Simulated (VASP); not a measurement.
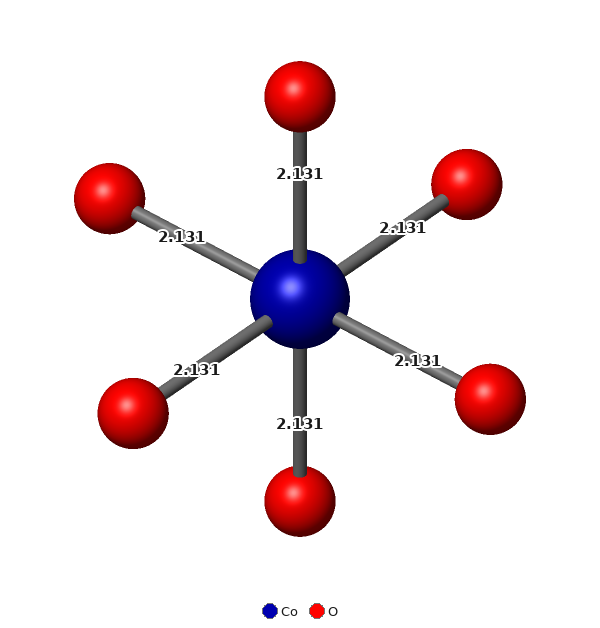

The surroundings of site Co1 (at 0.000, 0.000, 0.000) in CoO (Fm-3m, No. 225), with bond lengths in Å.

Origin of the cell: an entry of the Crystallography Open Database, as set up for an electronic-structure calculation.

```yaml
crystal:
  lattice:
    - [4.26300, 0.00000, 0.00000]
    - [0.00000, 4.26300, 0.00000]
    - [0.00000, 0.00000, 4.26300]
  atoms:
    - { symbol: Co, position: [0.00000, 0.00000, 0.00000] }
    - { symbol: O, position: [0.50000, 0.00000, 0.00000] }
    - { symbol: Co, position: [0.00000, 0.50000, 0.50000] }
    - { symbol: O, position: [0.50000, 0.50000, 0.50000] }
    - { symbol: Co, position: [0.50000, 0.00000, 0.50000] }
    - { symbol: O, position: [0.00000, 0.00000, 0.50000] }
    - { symbol: Co, position: [0.50000, 0.50000, 0.00000] }
    - { symbol: O, position: [0.00000, 0.50000, 0.00000] }
```

Bond valence s = exp((R0 − d)/b), R0 fitted to published crystal structures with b = 0.37 Å, summed over all anions within 5 Å; R0 in Å: Co2+–O 1.696; Co3+–O 1.685.

Q: Which oxidation state of Co do these bonds support?

A: With the Co2+ parameters the computed sum is 6 × 0.309 = 1.85. With the Co3+ parameters the computed sum is 6 × 0.300 = 1.80. The sum matches its own assumption best for Co2+, which also balances the formula's charge.

Q: And over the whole structure?

A:
```tsv
site	x, y, z	formal valence	bond-valence sum	difference
Co1	0.000, 0.000, 0.000	+2	1.89	-0.11
O1	0.500, 0.000, 0.000	−2	1.89	-0.11
```

These sums include all anions within 5 Å. The global instability index (root mean square of the differences over all atoms) is 0.11 v.u.: moderate strain, common in real structures. The cell was not relaxed for this table, and a volume that is off by a few per cent shifts all sums together.
